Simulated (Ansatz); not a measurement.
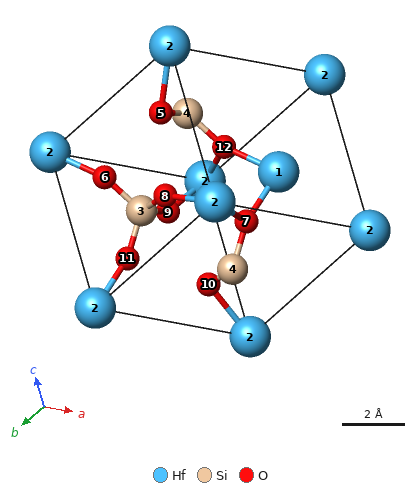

**Figure 1.** The structure (ball-and-stick view of the cell of the calculation, seen at an oblique angle; atoms are numbered from 1 in the order of the input).

## Single-point calculation of HfSiO4

- system: HfSiO4 (I4₁/amd, 12 atoms in the cell)
- method: DFT PBE, scalar-relativistic, plane waves, PAW, no spin polarisation (Ansatz 0.2.0)

The structure derives from an entry of the Crystallography Open Database. Figures and captions count atoms from 1; the log counts them from 0 in places.

Log
```
Engine: ansatz 0.2.0, aarch64-unknown-linux-gnu
Pseudopotentials: kind: paw
Pseudopotential: Hf, paw, valence charge 26, recommended cutoff 420 eV (normal), Hf.paw.azcp
Pseudopotential: Si, paw, valence charge 4, recommended cutoff 420 eV (normal), Si.paw.azcp
Pseudopotential: O, paw, valence charge 6, recommended cutoff 420 eV (normal), O.paw.azcp
Functional definition: PBE
  parameter kappa = 0.804
  parameter beta = 0.06672455060314922
  exchange = pbe_x(kappa = kappa, mu = beta*pi^2/3)
  correlation = pbe_c(beta = beta)
Crystal: 12 atoms, lattice volume = 128.798 Å³
Basis set: ecut = 420 eV, 2513 PW (Γ), exchange–correlation on 80×80×80 points (8 copies of the dense FFT grid, shifted against one another)
Bands: 66, of which v1, the nominal top of the filled ones, is band 54 counted from 1 (53 counted from 0)
Symmetry: 16 space group operations
Space group: I41/amd (ITA 141), of the structure as read, at distance tolerance 5.1e-5 Å
k-points: 13 of 64
Non-local potential: Hf, projectors of the file, l = 0: 3, l = 1: 2, l = 2: 2, l = 3: 3
Non-local potential: Si, projectors of the file, l = 0: 2, l = 1: 2, l = 2: 2
Non-local potential: O, projectors of the file, l = 0: 2, l = 1: 2, l = 2: 1
PAW form: soft (Blöchl's): semilocal exchange-correlation on the pseudo side does not see the compensation charge
PAW one-centre angular grid: Hf, 590 points (default); XC on 64 Gauss nodes
PAW one-centre angular grid: Si, 110 points (default); XC on 64 Gauss nodes
PAW one-centre angular grid: O, 110 points (default); XC on 64 Gauss nodes
Initial density: superposition of atomic densities (neutral atoms: chi_scale 0, normalization atom), corrected by the library's trained network
Initial wavefunctions: pseudopotential atomic-orbital guess
Functional: x = pbe(κ = 0.804, μ = 0.2195149727645171), c = pbe(β = 0.06672455060314922)
SCF iter   1: F=—  HF=-37271.652885 eV  |F-HF|=—  |Δ(HF+E_count)|=         —  Δρ=1.99e-3  dr2=3.66e-3  ethr=1.77e-3  ⟨swp⟩=6.2  Hψ=3449  notcnv=0
preconditioner: auto → Resta (q_TF=auto, 2.649 Å⁻¹)  ε∞=4.6  [insulator: Δε(μ)=5.445 eV  Ē_g=17.687 eV  σ=0.100 eV  W_gap=1.00  n_scr=42 (ndim 8)  ℏωp=33.4 eV  f_vac=0.044  D(μ)=0.00/eV (n_scr^D=0)  ε∞_Penn≈4.6]
SCF iter   2: F=—  HF=-37271.654418 eV  |F-HF|=—  |Δ(HF+E_count)|=   1.53e-3  Δρ=1.13e-3  dr2=8.48e-4  ethr=3.39e-6  ⟨swp⟩=2.0  Hψ=1651  notcnv=0
SCF iter   3: F=—  HF=-37271.655152 eV  |F-HF|=—  |Δ(HF+E_count)|=   7.34e-4  Δρ=3.20e-4  dr2=1.47e-4  ethr=7.85e-7  ⟨swp⟩=2.0  Hψ=1406  notcnv=0
automatic band count: iteration 3 solves 63 bands in place of 66: the levels show a gap, and the empty bands left out lie too high to hold charge; the band table lists the bands solved (type scf.n_extra_bands for more)
SCF iter   4: F=—  HF=-37271.655175 eV  |F-HF|=—  |Δ(HF+E_count)|=   2.29e-5  Δρ=1.27e-4  dr2=2.63e-5  ethr=1.36e-7  ⟨swp⟩=2.0  Hψ=1497  notcnv=0
SCF iter   5: F=—  HF=-37271.655188 eV  |F-HF|=—  |Δ(HF+E_count)|=   1.30e-5  Δρ=6.09e-5  dr2=7.47e-6  ethr=2.44e-8  ⟨swp⟩=2.6  Hψ=1636  notcnv=0
SCF iter   6: F=—  HF=-37271.655188 eV  |F-HF|=—  |Δ(HF+E_count)|=   3.35e-7  Δρ=3.42e-5  dr2=1.33e-6  ethr=6.92e-9  ⟨swp⟩=2.0  Hψ=1494  notcnv=0
SCF iter   7: F=—  HF=-37271.655188 eV  |F-HF|=—  |Δ(HF+E_count)|=   1.69e-7  Δρ=1.22e-5  dr2=1.51e-7  ethr=1.23e-9  ⟨swp⟩=2.0  Hψ=1393  notcnv=0
SCF iter   8: F=-37271.655188 eV  HF=-37271.655188 eV  |F-HF|=3.06e-9  |Δ(HF+E_count)|=   4.48e-8  Δρ=1.78e-6  dr2=3.86e-9  ethr=9.26e-11  ⟨swp⟩=6.7  Hψ=3091  notcnv=0
SCF 1 converged in 8 iterations: F = -37271.655188 eV  dr2 = 3.86e-9
  greatest PAW one-centre occupation: 0.999 electrons in one spin orbital (limit 2), on the Hf atom at site 1 (counted from 0), in its partial waves of l = 0
SCF converged after 8 iterations
Free energy (F): -37271.655188 eV
Harris-Foulkes:  -37271.655188 eV  (|F-HF|=3.06e-9)
Internal energy: -37271.655188 eV  (E = F + TS)
E sigma→0 (E₀):  -37271.655188 eV
Fermi energy:    12.815807 eV
--- Per-component energies (eV) ---
  E_band       = -205.021194
  E_kinetic    = 2351.630026
  E_local      = -15936.179903  (includes V_loc(G=0)·N_el)
  E_nonlocal   = -2052.159502
  E_hartree    = 7130.605121
  E_xc         = -1305.816997
  E_vxc        = -1386.179498  (∫ρ·V_xc dr)
  E_paw        = -16148.342315  (= ΣΔE_a)
  E_vpaw       = 2556.641595  (= ΣTr[D̂ρ^β])
  E_aug_tail   = 0.020032  (compensation charges beyond the density's cutoff)
  E_ewald      = -11311.411650
  E_smearing   = -0.000000  (= −TS)
  E_closure    = -0.000000  (closes the sum)
  Σ components = -37271.655188   (vs F -37271.655188, Δ=0.00e0)
--- Forces (eV/Å), atoms counted from 1 ---
  atom   1  Hf     0.00000000     0.00000000     0.00000000
  atom   2  Hf    -0.00000000     0.00000000    -0.00000000
  atom   3  Si    -0.00000000    -0.00000000    -0.00000000
  atom   4  Si     0.00000000    -0.00000000     0.00000000
  atom   5  O     -0.00000000    -0.27304502    -0.19505511
  atom   6  O      0.27304502    -0.00000000    -0.19505511
  atom   7  O     -0.00000000     0.27304502    -0.19505511
  atom   8  O     -0.27304502     0.00000000    -0.19505511
  atom   9  O      0.00000000     0.27304502     0.19505511
  atom  10  O      0.27304502    -0.00000000     0.19505511
  atom  11  O      0.00000000    -0.27304502     0.19505511
  atom  12  O     -0.27304502    -0.00000000     0.19505511
  max |Σ_I F_I| component: 1.65e-16 eV/Å
--- Stress (GPa, compression-positive) ---
        7.232170       0.000000       0.000000
        0.000000       7.232170      -0.000000
        0.000000      -0.000000       8.024551
  P = ⅓ Tr σ = 7.4963 GPa (74.963 kbar)
--- Band table (eV; the first three rows and the last of 13) ---
  k-point 0: bands = ["-50.2564", "-50.2477", "-19.0875", "-19.0875", "-19.0080", "-18.9952", "-18.9041", "-18.9041", "-9.1238", "-8.0842", "-7.2581", "-7.1390", "-6.6724", "-6.6724", "-6.6036", "-6.6036", "-0.1461", "-0.1420", "-0.1368", "-0.1368", "-0.1222", "-0.1222", "-0.1175", "-0.1159", "-0.1157", "-0.1148", "-0.1061", "-0.1061", "-0.1046", "-0.1046", "2.3930", "4.0098", "4.2807", "4.7505", "4.7505", "5.5378", "5.7748", "5.9791", "6.8028", "6.9902", "6.9902", "7.1748", "7.6385", "7.6385", "8.5089", "8.5089", "9.2777", "9.2777", "9.2946", "9.4012", "9.5203", "9.5203", "9.5375", "10.0833", "15.9281", "16.1983", "16.3382", "16.3813", "16.3813", "17.2513", "17.4534", "17.4946", "17.4946"]
  k-point 1: bands = ["-50.2551", "-50.2489", "-19.0954", "-19.0627", "-19.0297", "-18.9713", "-18.9332", "-18.8983", "-8.9100", "-8.1291", "-7.1723", "-7.0898", "-6.7892", "-6.7886", "-6.7453", "-6.6937", "-0.1492", "-0.1448", "-0.1387", "-0.1319", "-0.1315", "-0.1267", "-0.1246", "-0.1191", "-0.1186", "-0.1169", "-0.1163", "-0.1050", "-0.1019", "-0.0999", "2.8940", "4.3771", "4.6548", "4.6600", "4.8036", "5.9394", "6.0319", "6.1159", "6.2391", "6.3411", "7.1306", "7.2720", "7.4352", "7.6660", "8.3750", "8.6803", "8.8333", "9.0373", "9.0782", "9.2350", "9.2492", "9.3748", "9.5215", "9.8409", "15.7368", "15.7905", "16.2995", "16.3673", "17.1735", "17.2069", "17.2604", "17.7982", "17.9091"]
  k-point 2: bands = ["-50.2520", "-50.2520", "-19.0783", "-19.0783", "-19.0000", "-19.0000", "-18.9190", "-18.9190", "-8.4321", "-8.4321", "-7.0123", "-7.0123", "-6.9407", "-6.9407", "-6.8522", "-6.8522", "-0.1481", "-0.1481", "-0.1447", "-0.1447", "-0.1319", "-0.1319", "-0.1264", "-0.1264", "-0.1173", "-0.1173", "-0.1080", "-0.1080", "-0.1007", "-0.1007", "3.9776", "3.9776", "5.2015", "5.2015", "5.2270", "5.2270", "5.6492", "5.6492", "6.6845", "6.6845", "7.1354", "7.1354", "7.5489", "7.5489", "8.0436", "8.0436", "8.7411", "8.7411", "9.1120", "9.1120", "9.1737", "9.1737", "9.4981", "9.4981", "15.5521", "15.5521", "16.6668", "16.6668", "16.6823", "16.6823", "18.0557", "18.0557", "19.1791"]
  k-point 12: bands = ["-50.2520", "-50.2520", "-19.1015", "-19.1015", "-19.0029", "-19.0029", "-18.8921", "-18.8921", "-8.5465", "-8.5465", "-7.2966", "-7.2966", "-6.7167", "-6.7167", "-6.5752", "-6.5752", "-0.1415", "-0.1415", "-0.1394", "-0.1394", "-0.1260", "-0.1260", "-0.1248", "-0.1248", "-0.1168", "-0.1168", "-0.1128", "-0.1128", "-0.0978", "-0.0978", "3.1828", "3.1828", "4.8655", "4.8655", "5.2827", "5.2827", "6.3749", "6.3749", "7.0520", "7.0520", "7.0972", "7.0972", "8.1344", "8.1344", "8.2834", "8.2834", "8.6111", "8.6111", "8.7299", "8.7299", "8.9999", "8.9999", "9.2218", "9.2218", "16.3890", "16.3890", "16.7753", "16.7753", "16.9060", "16.9060", "17.5279", "17.5279", "18.5046"]
```

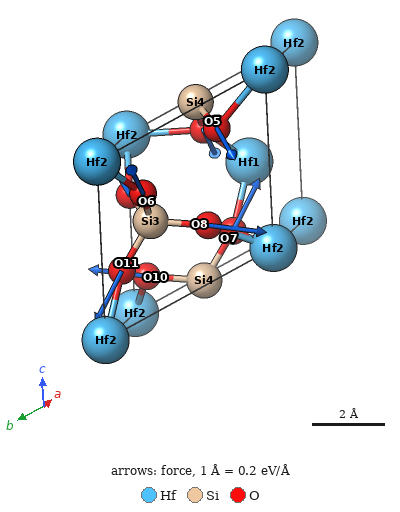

**Figure 2.** Forces on the atoms as blue arrows (ball-and-stick view of the cell of the calculation, seen at an oblique angle; atoms are numbered from 1 in the order of the input). The largest act on all 8 O atoms (0.34 eV/Å). The geometry is not a stationary point of this energy.

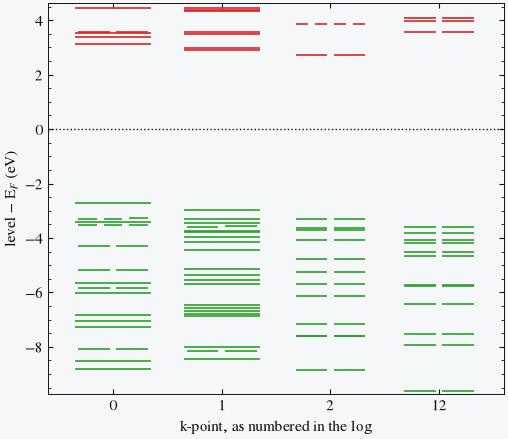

**Figure 3.** Kohn–Sham levels near the Fermi level (dotted) at the few k-points that the log prints; levels within 0.02 eV of each other stand side by side. Among these points the highest filled and lowest empty levels are 5.47 eV apart, which is the gap on the mesh.

The run was set up as follows.

The input
```yaml
crystal:
  lattice:
    - [-3.28625, 3.28625, 2.9816]
    - [3.28625, -3.28625, 2.9816]
    - [3.28625, 3.28625, -2.9816]
  atoms:
    - { symbol: Hf, position: [0.75, 0.25, 0.5] }
    - { symbol: Hf, position: [0.0, 0.0, 0.0] }
    - { symbol: Si, position: [0.25, 0.75, 0.5] }
    - { symbol: Si, position: [0.5, 0.5, 0.0] }
    - { symbol: O, position: [0.1353, 0.3198, 0.8155] }
    - { symbol: O, position: [0.0698, 0.7543, 0.6845] }
    - { symbol: O, position: [0.5043, 0.3198, 0.1845] }
    - { symbol: O, position: [0.0698, 0.3853, 0.3155] }
    - { symbol: O, position: [0.6147, 0.9302, 0.6845] }
    - { symbol: O, position: [0.6802, 0.8647, 0.1845] }
    - { symbol: O, position: [0.2457, 0.9302, 0.3155] }
    - { symbol: O, position: [0.6802, 0.4957, 0.8155] }
basis:
  ecutwfc: 420
kpoints:
  mp_grid: { grid: [4, 4, 4] }
hamiltonian:
  xc: pbe
scf:
  occupations: { method: gaussian, width: 0.1 }
output:
  forces: true
  stress: true
  eigenvalues: true
```

Run as:
```bash
ansatz run input.yaml --threads 4 --pin off --max-ram 10240MiB --backend cpu --events-out ev --progress --plain --runs-dir out
```

Key numbers

| quantity | value |
| --- | --- |
| outcome | converged |
| space group (tolerance 0.01 Å) | I4₁/amd (141) |
| electrons treated | 108 |
| free energy | −37271.6552 eV |
| Fermi energy | 12.816 eV |
| gap on the k-point mesh | 5.47 eV |
| pressure | 7.50 GPa |
| largest force (length of the vector) | 0.336 eV/Å |
| hardware | 4 threads of Arm Neoverse N1, 98 GiB of memory available, shared host |
| wall time | 4.5 s (CPU time 16 s) |
| peak memory | 0.55 GiB |

Notes

Spin–orbit coupling is left out, which matters for Hf. The cell is under a pressure of 7.5 GPa at this level, so it is not at its equilibrium volume.
